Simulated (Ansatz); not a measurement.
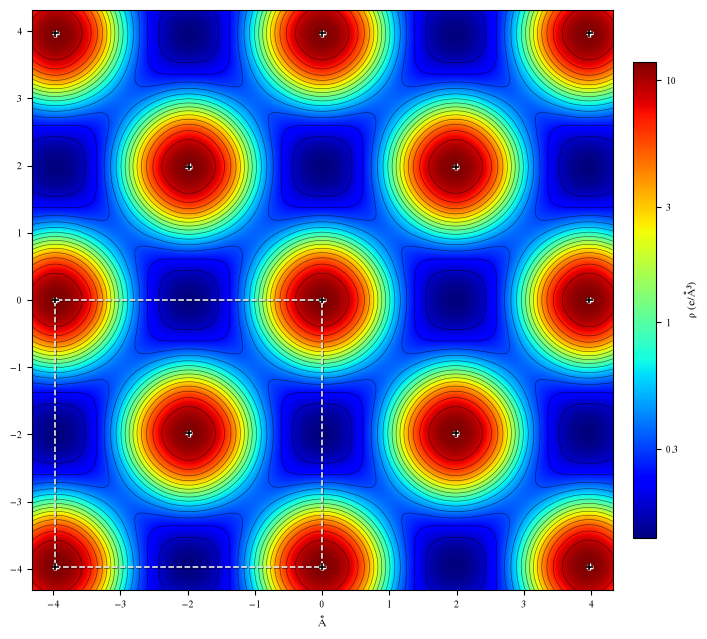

The valence pseudo-density on a plane through atoms (crosses mark nuclei in the plane).

Level of theory: DFT PBE, scalar-relativistic, plane waves, PAW (Ansatz 0.2.0).

Candidates:
A. Rh (slab), a = 4.69 Å, b = 4.69 Å, c = 23.63 Å, α = 90.00°, β = 90.00°, γ = 120.00°. Computed without spin polarisation.
B. HPt$_{16}$ (slab), a = 5.61 Å, b = 5.61 Å, c = 25.88 Å, α = 90.00°, β = 90.00°, γ = 120.00°. Computed without spin polarisation.
C. Pt, a = 3.97 Å, b = 3.97 Å, c = 3.97 Å, α = 90.00°, β = 90.00°, γ = 90.00°. Space group Fm-3m.

Question: Which system is this?

Answer: Candidate C: Pt on the (010) plane of the conventional cell, which holds Pt. Pt–Pt (2.81 Å): ρ at the midpoint is about 0.35 e/Å³.
